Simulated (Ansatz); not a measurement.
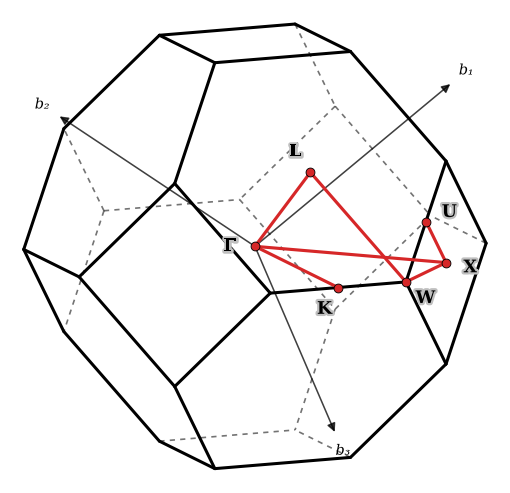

The figure shows the first Brillouin zone with its special points and a band path. Crystal: AlN, coordinates from a relaxation with DFT, PBEsol, plane waves, PAW (Ansatz 0.2.0). Geometry calculated from the standardised cell; symmetry tolerance 0.002 Å.

Labels and path follow the convention of Hinuma et al. (2017), as computed by seekpath; the arrows show the directions of the reciprocal primitive vectors b₁, b₂, b₃.

> What lattice type do the shape and the labels point to?

A face-centred cubic lattice (cF; extended symbol cF2). The zone is a truncated octahedron in its combinatorial type: 14 faces (6 with 4 edges, 8 with 6 edges), 36 edges, 24 vertices.

> Write the standard path through the labelled points.

Γ–X–U | K–Γ–L–W–X
